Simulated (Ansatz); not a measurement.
# Geometry relaxation of Cu12N (part 1 of 2)

The run: geometry relaxation of Cu12N (slab, 13 atoms in the cell). Method and program: DFT PBE, scalar-relativistic, plane waves, PAW, PAW set soft_1, no spin polarisation (Ansatz 0.2.0).

The structure derives from an entry of the Crystallography Open Database. The input holds or restrains some coordinates. Forces given for the steps count only the free coordinates.

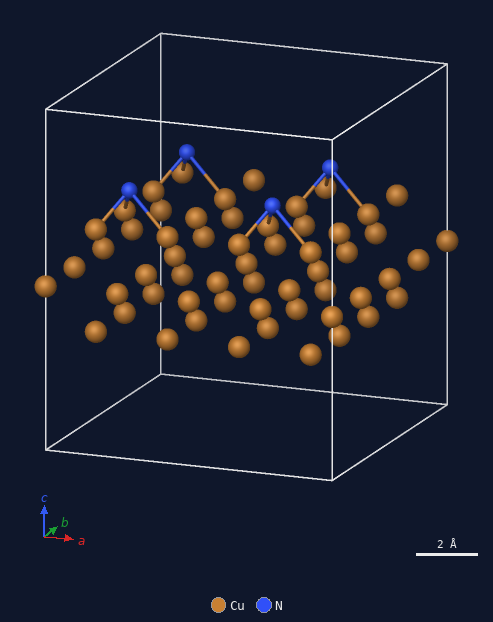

The starting structure (ball-and-stick view of the 2 × 2 repeat of the cell, with the vacuum cut short, seen slightly off an axis). An atom can appear more than once, as a periodic image.

## The input
```yaml
crystal:
  lattice:
    - [5.1319544695, 0.0, 0.0]
    - [0.0, 5.1319544695, 0.0]
    - [0.0, 0.0, 19.0279314499]
  atoms:
    - { symbol: Cu, position: [0.25, 0.25, 0.2102172803] }
    - { symbol: Cu, position: [0.25, 0.75, 0.2102172803] }
    - { symbol: Cu, position: [0.75, 0.25, 0.2102172803] }
    - { symbol: Cu, position: [0.75, 0.75, 0.2102172803] }
    - { symbol: Cu, position: [0.0, 0.0, 0.3029241295] }
    - { symbol: Cu, position: [0.0, 0.5, 0.3029241295] }
    - { symbol: Cu, position: [0.5, 0.0, 0.3029241295] }
    - { symbol: Cu, position: [0.5, 0.5, 0.3029241295] }
    - { symbol: Cu, position: [0.25, 0.25, 0.395625319] }
    - { symbol: Cu, position: [0.25, 0.75, 0.395625319] }
    - { symbol: Cu, position: [0.75, 0.25, 0.395625319] }
    - { symbol: Cu, position: [0.75, 0.75, 0.395625319] }
    - { symbol: "N", position: [0.4166666667, 0.4166666667, 0.459826375] }
basis:
  ecutwfc: 420
kpoints:
  mp_grid: { grid: [5, 5, 1] }
hamiltonian:
  xc: pbe
  pseudopotentials: { kind: paw, azcp: { folder: soft_1 } }
scf:
  occupations: { method: gaussian, width: 0.1 }
output:
  forces: true
  eigenvalues: true
relax:
  adjacent_minimum: "off"
  f_tol: 0.025
  max_steps: 16
  constraints:
    - { sites: [0, 1, 2, 3, 4, 5, 6, 7, 8, 9, 10, 11] }
    - { sites: [12], fix: xy }
efield:
  axis: 3
  dipole_correction: true
  ramp_width: 0.04
```

Hardware: 4 threads of Intel Xeon @ 2.50GHz (Skylake/Cascade Lake), 32 GiB of memory available, shared host.

Launch command:
```bash
ansatz run input.yaml --threads 4 --pin off --max-ram 12288MiB --backend cpu --events-out ev --progress --plain --runs-dir out
```

## Log
```
Engine: ansatz 0.2.0, x86_64-unknown-linux-gnu
Pseudopotentials: kind: paw
Pseudopotential: Cu, paw, valence charge 19, recommended cutoff 420 eV (normal), [file]
Pseudopotential: N, paw, valence charge 5, recommended cutoff 420 eV (normal), [file]
Functional definition: PBE
  parameter kappa = 0.804
  parameter beta = 0.06672455060314922
  exchange = pbe_x(kappa = kappa, mu = beta*pi^2/3)
  correlation = pbe_c(beta = beta)
Crystal: 13 atoms, lattice volume = 501.138 Å³
Basis set: ecut = 420 eV, 9751 PW (Γ), exchange–correlation on 72×72×256 points (8 copies of the dense FFT grid, shifted against one another)
Bands: 140, of which v1, the nominal top of the filled ones, is band 117 counted from 1 (116 counted from 0)
Symmetry: 2 space group operations
Space group: Cm (ITA 8), of the structure as read, at distance tolerance 7.9e-5 Å
k-points: 9 of 25 (time reversal used)
Non-local potential: Cu, projectors of the file, l = 0: 3, l = 1: 2, l = 2: 3, l = 3: 1
Non-local potential: N, projectors of the file, l = 0: 2, l = 1: 2, l = 2: 1
PAW form: soft (Blöchl's): semilocal exchange-correlation on the pseudo side does not see the compensation charge
PAW one-centre angular grid: Cu, 590 points (default); XC on 64 Gauss nodes
PAW one-centre angular grid: N, 110 points (default); XC on 64 Gauss nodes
Initial density: superposition of atomic densities (neutral atoms: chi_scale 0, normalization atom)
Initial wavefunctions: pseudopotential atomic-orbital guess
Functional: x = pbe(κ = 0.804, μ = 0.2195149727645171), c = pbe(β = 0.06672455060314922)
SCF iter   1: F=—  HF=-79892.492998 eV  |F-HF|=—  |Δ(HF+E_count)|=         —  Δρ=1.51e-1  dr2=8.70e1  ethr=3.10e-3  p=-0.000 e·Å  D=-2.41e-5 V/Å  ΔV_dip=0.00 eV  dr2_dipole=2.33e0  V_vac-E_F(+/−)=4.54/4.54 eV  ⟨swp⟩=9.9  Hψ=5936  notcnv=0  defer=29
efield: sawtooth ramp at fractional position 0.8150 (placed from the atoms, in the widest stretch of the axis that holds none; the zero of the levels goes with the place), width 0.0400; the density the first Hamiltonian is built on has a dipole p = -0.000 e·Å; the dipole correction subtracts the counter field D = -2.41e-5 V/Å, which shifts the + side's vacuum level by +0.00 eV against the − side's; the planar-averaged density in the ramp window peaks in size at 5.0e-5 e/Å³
preconditioner: auto → LDOS  [metal: Δε(μ)=0.032 eV  Ē_g=7.078 eV  σ=0.100 eV  W_gap=0.18  n_scr=110 (ndim 8)  ℏωp=19.4 eV  f_vac=0.636  D(μ)=7.24/eV (n_scr^D=36)  β→1.0]
SCF iter   2: F=—  HF=-79934.122681 eV  |F-HF|=—  |Δ(HF+E_count)|=    4.16e1  Δρ=2.41e-1  dr2=1.80e2  ethr=3.10e-3  p=-0.127 e·Å  D=-4.58e-2 V/Å  ΔV_dip=0.87 eV  dr2_dipole=1.49e0  V_vac-E_F(+/−)=4.22/3.35 eV  ⟨swp⟩=4.0  Hψ=3849  notcnv=0  defer=142  recentre
SCF iter   3: F=—  HF=-79880.514848 eV  |F-HF|=—  |Δ(HF+E_count)|=    5.36e1  Δρ=4.96e-2  dr2=9.52e0  ethr=3.10e-3  p=-0.139 e·Å  D=-5.01e-2 V/Å  ΔV_dip=0.95 eV  dr2_dipole=3.94e-1  V_vac-E_F(+/−)=5.68/4.73 eV  ⟨swp⟩=4.0  Hψ=3312  notcnv=0  defer=151
SCF iter   4: F=—  HF=-79879.290072 eV  |F-HF|=—  |Δ(HF+E_count)|=    1.22e0  Δρ=2.26e-2  dr2=1.73e0  ethr=3.10e-3  p=-0.170 e·Å  D=-6.15e-2 V/Å  ΔV_dip=1.17 eV  dr2_dipole=6.71e-2  V_vac-E_F(+/−)=5.70/4.53 eV  ⟨swp⟩=2.1  Hψ=2458  notcnv=0  defer=147
SCF iter   5: F=—  HF=-79879.063200 eV  |F-HF|=—  |Δ(HF+E_count)|=   2.27e-1  Δρ=5.79e-3  dr2=1.89e-1  ethr=7.41e-4  p=-0.182 e·Å  D=-6.56e-2 V/Å  ΔV_dip=1.25 eV  dr2_dipole=1.87e-2  V_vac-E_F(+/−)=5.82/4.58 eV  ⟨swp⟩=2.0  Hψ=2075  notcnv=0  defer=147
SCF iter   6: F=—  HF=-79879.085931 eV  |F-HF|=—  |Δ(HF+E_count)|=   2.27e-2  Δρ=4.27e-3  dr2=7.06e-2  ethr=8.12e-5  p=-0.178 e·Å  D=-6.43e-2 V/Å  ΔV_dip=1.22 eV  dr2_dipole=3.40e-4  V_vac-E_F(+/−)=5.78/4.55 eV  ⟨swp⟩=2.0  Hψ=1777  notcnv=0  defer=147
SCF iter   7: F=—  HF=-79879.088473 eV  |F-HF|=—  |Δ(HF+E_count)|=   2.54e-3  Δρ=2.43e-3  dr2=2.13e-2  ethr=3.03e-5  p=-0.186 e·Å  D=-6.72e-2 V/Å  ΔV_dip=1.28 eV  dr2_dipole=2.03e-4  V_vac-E_F(+/−)=5.81/4.53 eV  ⟨swp⟩=2.0  Hψ=1672  notcnv=0  defer=147
SCF iter   8: F=—  HF=-79879.086559 eV  |F-HF|=—  |Δ(HF+E_count)|=   1.91e-3  Δρ=6.82e-4  dr2=2.04e-3  ethr=9.13e-6  p=-0.188 e·Å  D=-6.78e-2 V/Å  ΔV_dip=1.29 eV  dr2_dipole=1.58e-5  V_vac-E_F(+/−)=5.82/4.53 eV  ⟨swp⟩=2.0  Hψ=1681  notcnv=0  defer=147
SCF iter   9: F=—  HF=-79879.087517 eV  |F-HF|=—  |Δ(HF+E_count)|=   9.58e-4  Δρ=3.90e-4  dr2=6.69e-4  ethr=8.78e-7  p=-0.190 e·Å  D=-6.85e-2 V/Å  ΔV_dip=1.30 eV  dr2_dipole=5.87e-6  V_vac-E_F(+/−)=5.82/4.52 eV  ⟨swp⟩=2.0  Hψ=1806  notcnv=0  defer=147
SCF iter  10: F=—  HF=-79879.087706 eV  |F-HF|=—  |Δ(HF+E_count)|=   1.89e-4  Δρ=1.76e-4  dr2=1.45e-4  ethr=2.87e-7  p=-0.190 e·Å  D=-6.87e-2 V/Å  ΔV_dip=1.31 eV  dr2_dipole=6.84e-7  V_vac-E_F(+/−)=5.83/4.52 eV  ⟨swp⟩=2.0  Hψ=1679  notcnv=0  defer=147
SCF iter  11: F=—  HF=-79879.087851 eV  |F-HF|=—  |Δ(HF+E_count)|=   1.45e-4  Δρ=6.64e-5  dr2=1.74e-5  ethr=6.20e-8  p=-0.191 e·Å  D=-6.89e-2 V/Å  ΔV_dip=1.31 eV  dr2_dipole=1.56e-6  V_vac-E_F(+/−)=5.83/4.52 eV  ⟨swp⟩=2.0  Hψ=1695  notcnv=0  defer=147
SCF iter  12: F=-79879.087884 eV  HF=-79879.087876 eV  |F-HF|=7.67e-6  |Δ(HF+E_count)|=   2.47e-5  Δρ=3.01e-5  dr2=4.34e-6  ethr=6.71e-9  p=-0.191 e·Å  D=-6.90e-2 V/Å  ΔV_dip=1.31 eV  dr2_dipole=6.36e-7  V_vac-E_F(+/−)=5.83/4.51 eV  ⟨swp⟩=18.9  Hψ=6800  notcnv=0
WARN: efield: at this solve's end the planar-averaged density reaches 4.99e-5 e/Å³ inside the ramp window [0.7625, 0.9076] (bound 1e-5 e/Å³), and -4.78e-5 e/Å³ on another of its planes; by the running means of the window's planes the mean density over a ramp is at most 1.04e-5 e/Å³, which is held to the bound (the quickstart, § The vacuum guard, A window that rings); the window's nearer edge stands 5.76 Å from this solve's nearest atom along the axis. Its work functions, free energy, forces, stress, dipole, levels and responses can be off, and this figure does not tell by how much. A short vacuum, a low `basis.ecutwfc` or `basis.ecutrho_ratio` and negative occupations (`scf.occupations.method`) can put density there. See the manual's quickstart, § The vacuum guard
SCF 1 converged in 12 iterations: F = -79879.087884 eV  dr2 = 4.34e-6
  greatest PAW one-centre occupation: 1.000 electrons in one spin orbital (limit 2), on the Cu atom at site 11 (counted from 0), in its partial waves of l = 0
relax step   1: F+E_penalty+E_count = -79879.08788352 eV  Δ(F+E_penalty+E_count) = +0.000e0 eV  max|allowed force component| = 9.335e-1 eV/Å  Δτ_max = 0.0000 Å  (12 SCF iters, dr2 threshold 1.56e-5 eV, accepted)
Initial density: handed on by an earlier stage of this run
Initial wavefunctions: those handed on with the density
iter 1 solved again at ethr=3.21e-6 eV; its pass at ethr=3.10e-3 eV (dr2=7.48e-3 eV) is discarded
SCF iter   1: F=—  HF=-79879.109126 eV  |F-HF|=—  |Δ(HF+E_count)|=         —  Δρ=1.47e-3  dr2=7.36e-3  ethr=3.21e-6  p=-0.191 e·Å  D=-6.90e-2 V/Å  ΔV_dip=1.31 eV  dr2_dipole=1.73e-8  V_vac-E_F(+/−)=5.82/4.51 eV  ⟨swp⟩=2.0  Hψ=3628  notcnv=0  defer=131
efield: sawtooth ramp at fractional position 0.8150 (handed on by an earlier solve), width 0.0400; the density the first Hamiltonian is built on has a dipole p = -0.191 e·Å; the dipole correction subtracts the counter field D = -6.90e-2 V/Å, which shifts the + side's vacuum level by +1.31 eV against the − side's; the planar-averaged density in the ramp window peaks in size at 5.0e-5 e/Å³
preconditioner: auto → LDOS  [metal: Δε(μ)=0.066 eV  Ē_g=7.908 eV  σ=0.100 eV  W_gap=0.34  n_scr=110 (ndim 8)  ℏωp=19.4 eV  f_vac=0.640  D(μ)=6.52/eV (n_scr^D=28)  β→1.0]
SCF iter   2: F=—  HF=-79879.107763 eV  |F-HF|=—  |Δ(HF+E_count)|=   1.36e-3  Δρ=5.63e-4  dr2=1.22e-3  ethr=3.16e-6  p=-0.186 e·Å  D=-6.71e-2 V/Å  ΔV_dip=1.28 eV  dr2_dipole=8.61e-5  V_vac-E_F(+/−)=5.78/4.51 eV  ⟨swp⟩=2.7  Hψ=1807  notcnv=0  defer=131
SCF iter   3: F=—  HF=-79879.107999 eV  |F-HF|=—  |Δ(HF+E_count)|=   2.36e-4  Δρ=3.57e-4  dr2=4.69e-4  ethr=5.26e-7  p=-0.186 e·Å  D=-6.72e-2 V/Å  ΔV_dip=1.28 eV  dr2_dipole=4.73e-6  V_vac-E_F(+/−)=5.79/4.51 eV  ⟨swp⟩=2.4  Hψ=1741  notcnv=0  defer=131
SCF iter   4: F=—  HF=-79879.108005 eV  |F-HF|=—  |Δ(HF+E_count)|=   5.64e-6  Δρ=2.50e-4  dr2=1.90e-4  ethr=2.01e-7  p=-0.186 e·Å  D=-6.70e-2 V/Å  ΔV_dip=1.27 eV  dr2_dipole=1.95e-9  V_vac-E_F(+/−)=5.78/4.51 eV  ⟨swp⟩=2.0  Hψ=2070  notcnv=0  defer=131
SCF iter   5: F=-79879.108012 eV  HF=-79879.108003 eV  |F-HF|=8.35e-6  |Δ(HF+E_count)|=   1.36e-6  Δρ=6.77e-5  dr2=1.81e-5  ethr=2.34e-8  p=-0.185 e·Å  D=-6.69e-2 V/Å  ΔV_dip=1.27 eV  dr2_dipole=2.00e-7  V_vac-E_F(+/−)=5.78/4.51 eV  ⟨swp⟩=11.4  Hψ=6146  notcnv=0
WARN: efield: at this solve's end the planar-averaged density reaches 5.01e-5 e/Å³ inside the ramp window [0.7625, 0.9076] (bound 1e-5 e/Å³), and -4.80e-5 e/Å³ on another of its planes; by the running means of the window's planes the mean density over a ramp is at most 1.05e-5 e/Å³, which is held to the bound (the quickstart, § The vacuum guard, A window that rings); the window's nearer edge stands 5.76 Å from this solve's nearest atom along the axis. Its work functions, free energy, forces, stress, dipole, levels and responses can be off, and this figure does not tell by how much. A short vacuum, a low `basis.ecutwfc` or `basis.ecutrho_ratio` and negative occupations (`scf.occupations.method`) can put density there. See the manual's quickstart, § The vacuum guard
SCF 2 converged in 5 iterations: F = -79879.108012 eV  dr2 = 1.81e-5
relax step   2: F+E_penalty+E_count = -79879.10801167 eV  Δ(F+E_penalty+E_count) = -2.013e-2 eV  max|allowed force component| = 5.669e-1 eV/Å  Δτ_max = 0.0268 Å  (5 SCF iters, dr2 threshold 5.45e-5 eV, accepted)
SCF iter   1: F=—  HF=-79879.121792 eV  |F-HF|=—  |Δ(HF+E_count)|=         —  Δρ=2.22e-3  dr2=1.69e-2  ethr=7.18e-5  p=-0.185 e·Å  D=-6.69e-2 V/Å  ΔV_dip=1.27 eV  dr2_dipole=3.89e-5  V_vac-E_F(+/−)=5.78/4.51 eV  ⟨swp⟩=2.1  Hψ=2209  notcnv=0  defer=143
efield: sawtooth ramp at fractional position 0.8150 (handed on by an earlier solve), width 0.0400; the density the first Hamiltonian is built on has a dipole p = -0.185 e·Å; the dipole correction subtracts the counter field D = -6.69e-2 V/Å, which shifts the + side's vacuum level by +1.27 eV against the − side's; the planar-averaged density in the ramp window peaks in size at 5.1e-5 e/Å³
preconditioner: auto → LDOS  [metal: Δε(μ)=0.059 eV  Ē_g=7.920 eV  σ=0.100 eV  W_gap=0.31  n_scr=110 (ndim 8)  ℏωp=19.4 eV  f_vac=0.641  D(μ)=6.44/eV (n_scr^D=28)  β→1.0]
SCF iter   2: F=—  HF=-79879.118322 eV  |F-HF|=—  |Δ(HF+E_count)|=   3.47e-3  Δρ=8.49e-4  dr2=2.68e-3  ethr=7.24e-6  p=-0.177 e·Å  D=-6.38e-2 V/Å  ΔV_dip=1.21 eV  dr2_dipole=1.71e-4  V_vac-E_F(+/−)=5.72/4.50 eV  ⟨swp⟩=2.4  Hψ=2081  notcnv=0  defer=143
SCF iter   3: F=—  HF=-79879.118769 eV  |F-HF|=—  |Δ(HF+E_count)|=   4.48e-4  Δρ=5.08e-4  dr2=9.41e-4  ethr=1.15e-6  p=-0.177 e·Å  D=-6.39e-2 V/Å  ΔV_dip=1.22 eV  dr2_dipole=7.81e-6  V_vac-E_F(+/−)=5.72/4.51 eV  ⟨swp⟩=3.0  Hψ=1877  notcnv=0  defer=143
SCF iter   4: F=—  HF=-79879.118900 eV  |F-HF|=—  |Δ(HF+E_count)|=   1.31e-4  Δρ=5.41e-4  dr2=8.54e-4  ethr=4.04e-7  p=-0.176 e·Å  D=-6.36e-2 V/Å  ΔV_dip=1.21 eV  dr2_dipole=9.36e-7  V_vac-E_F(+/−)=5.72/4.51 eV  ⟨swp⟩=2.3  Hψ=1966  notcnv=0  defer=143
SCF iter   5: F=—  HF=-79879.118789 eV  |F-HF|=—  |Δ(HF+E_count)|=   1.11e-4  Δρ=1.51e-4  dr2=8.47e-5  ethr=3.66e-7  p=-0.176 e·Å  D=-6.35e-2 V/Å  ΔV_dip=1.21 eV  dr2_dipole=8.97e-7  V_vac-E_F(+/−)=5.71/4.51 eV  ⟨swp⟩=2.0  Hψ=1626  notcnv=0  defer=143
SCF iter   6: F=—  HF=-79879.118808 eV  |F-HF|=—  |Δ(HF+E_count)|=   1.88e-5  Δρ=7.72e-5  dr2=2.12e-5  ethr=3.63e-8  p=-0.176 e·Å  D=-6.34e-2 V/Å  ΔV_dip=1.21 eV  dr2_dipole=2.17e-7  V_vac-E_F(+/−)=5.71/4.51 eV  ⟨swp⟩=2.0  Hψ=1820  notcnv=0  defer=143
SCF iter   7: F=-79879.118820 eV  HF=-79879.118819 eV  |F-HF|=1.23e-6  |Δ(HF+E_count)|=   1.13e-5  Δρ=2.80e-5  dr2=3.17e-6  ethr=8.62e-9  p=-0.175 e·Å  D=-6.34e-2 V/Å  ΔV_dip=1.21 eV  dr2_dipole=7.39e-8  V_vac-E_F(+/−)=5.71/4.51 eV  ⟨swp⟩=13.1  Hψ=5861  notcnv=0
WARN: efield: at this solve's end the planar-averaged density reaches 5.06e-5 e/Å³ inside the ramp window [0.7625, 0.9076] (bound 1e-5 e/Å³), and -4.84e-5 e/Å³ on another of its planes; by the running means of the window's planes the mean density over a ramp is at most 1.06e-5 e/Å³, which is held to the bound (the quickstart, § The vacuum guard, A window that rings); the window's nearer edge stands 5.76 Å from this solve's nearest atom along the axis. Its work functions, free energy, forces, stress, dipole, levels and responses can be off, and this figure does not tell by how much. A short vacuum, a low `basis.ecutwfc` or `basis.ecutrho_ratio` and negative occupations (`scf.occupations.method`) can put density there. See the manual's quickstart, § The vacuum guard
SCF 3 converged in 7 iterations: F = -79879.118820 eV  dr2 = 3.17e-6
relax step   3: F+E_penalty+E_count = -79879.11882016 eV  Δ(F+E_penalty+E_count) = -1.081e-2 eV  max|allowed force component| = 3.956e-2 eV/Å  Δτ_max = 0.0404 Å  (7 SCF iters, dr2 threshold 2.01e-5 eV, accepted)
SCF iter   1: F=—  HF=-79879.118880 eV  |F-HF|=—  |Δ(HF+E_count)|=         —  Δρ=1.35e-4  dr2=5.40e-5  ethr=2.88e-7  p=-0.175 e·Å  D=-6.34e-2 V/Å  ΔV_dip=1.21 eV  dr2_dipole=6.14e-7  V_vac-E_F(+/−)=5.71/4.51 eV  ⟨swp⟩=2.1  Hψ=2143  notcnv=0
efield: sawtooth ramp at fractional position 0.8150 (handed on by an earlier solve), width 0.0400; the density the first Hamiltonian is built on has a dipole p = -0.175 e·Å; the dipole correction subtracts the counter field D = -6.34e-2 V/Å, which shifts the + side's vacuum level by +1.21 eV against the − side's; the planar-averaged density in the ramp window peaks in size at 5.1e-5 e/Å³
preconditioner: auto → LDOS  [metal: Δε(μ)=0.059 eV  Ē_g=7.914 eV  σ=0.100 eV  W_gap=0.31  n_scr=110 (ndim 8)  ℏωp=19.4 eV  f_vac=0.641  D(μ)=6.44/eV (n_scr^D=28)  β→1.0]
SCF iter   2: F=—  HF=-79879.118866 eV  |F-HF|=—  |Δ(HF+E_count)|=   1.39e-5  Δρ=8.43e-5  dr2=2.33e-5  ethr=2.32e-8  p=-0.176 e·Å  D=-6.35e-2 V/Å  ΔV_dip=1.21 eV  dr2_dipole=1.02e-6  V_vac-E_F(+/−)=5.72/4.51 eV  ⟨swp⟩=2.9  Hψ=2081  notcnv=0  defer=19
SCF iter   3: F=—  HF=-79879.118875 eV  |F-HF|=—  |Δ(HF+E_count)|=   9.61e-6  Δρ=8.14e-5  dr2=1.95e-5  ethr=9.98e-9  p=-0.176 e·Å  D=-6.35e-2 V/Å  ΔV_dip=1.21 eV  dr2_dipole=1.06e-7  V_vac-E_F(+/−)=5.72/4.51 eV  ⟨swp⟩=2.0  Hψ=2068  notcnv=0  defer=19
SCF iter   4: F=—  HF=-79879.118873 eV  |F-HF|=—  |Δ(HF+E_count)|=   2.18e-6  Δρ=2.07e-5  dr2=1.55e-6  ethr=8.39e-9  p=-0.176 e·Å  D=-6.35e-2 V/Å  ΔV_dip=1.21 eV  dr2_dipole=2.28e-8  V_vac-E_F(+/−)=5.72/4.51 eV  ⟨swp⟩=2.0  Hψ=1653  notcnv=0  defer=19
SCF iter   5: F=—  HF=-79879.118874 eV  |F-HF|=—  |Δ(HF+E_count)|=   9.62e-7  Δρ=1.51e-5  dr2=6.69e-7  ethr=6.63e-10  p=-0.176 e·Å  D=-6.36e-2 V/Å  ΔV_dip=1.21 eV  dr2_dipole=2.44e-9  V_vac-E_F(+/−)=5.72/4.51 eV  ⟨swp⟩=2.2  Hψ=2073  notcnv=0  defer=19
SCF iter   6: F=-79879.118875 eV  HF=-79879.118874 eV  |F-HF|=6.28e-7  |Δ(HF+E_count)|=   1.91e-7  Δρ=3.28e-6  dr2=3.51e-8  ethr=4.29e-11  p=-0.176 e·Å  D=-6.36e-2 V/Å  ΔV_dip=1.21 eV  dr2_dipole=4.55e-11  V_vac-E_F(+/−)=5.72/4.51 eV  ⟨swp⟩=8.6  Hψ=5850  notcnv=0
WARN: efield: at this solve's end the planar-averaged density reaches 5.05e-5 e/Å³ inside the ramp window [0.7625, 0.9076] (bound 1e-5 e/Å³), and -4.84e-5 e/Å³ on another of its planes; by the running means of the window's planes the mean density over a ramp is at most 1.06e-5 e/Å³, which is held to the bound (the quickstart, § The vacuum guard, A window that rings); the window's nearer edge stands 5.76 Å from this solve's nearest atom along the axis. Its work functions, free energy, forces, stress, dipole, levels and responses can be off, and this figure does not tell by how much. A short vacuum, a low `basis.ecutwfc` or `basis.ecutrho_ratio` and negative occupations (`scf.occupations.method`) can put density there. See the manual's quickstart, § The vacuum guard
SCF 4 converged in 6 iterations: F = -79879.118875 eV  dr2 = 3.51e-8
relax step   4: F+E_penalty+E_count = -79879.11887486 eV  Δ(F+E_penalty+E_count) = -5.471e-5 eV  max|allowed force component| = 5.620e-4 eV/Å  Δτ_max = 0.0025 Å  (6 SCF iters, accepted)
```

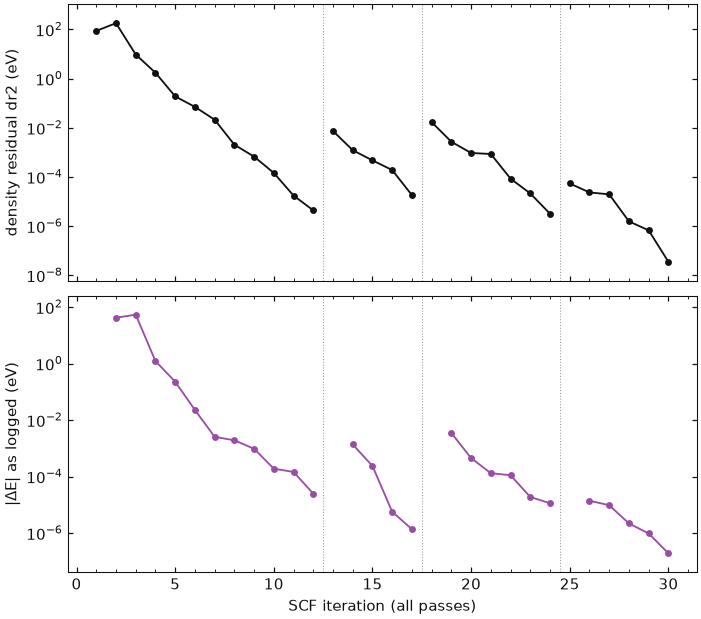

Convergence of the self-consistent field: density residual dr2 and size of the energy change against the SCF iteration. The dotted lines part the SCF passes of the relaxation: geometry steps, rejected trials and re-solves on a re-selected basis. The passes take 12, 5, 7 and 6 iterations.

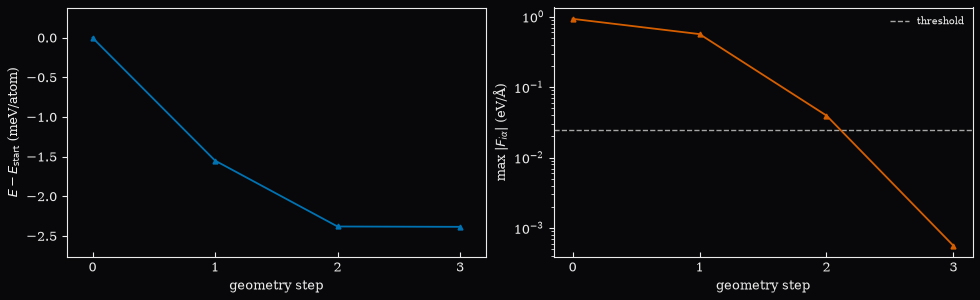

Progress of the restrained relaxation, step by step (the first geometry is step 0 here and step 1 in the log).
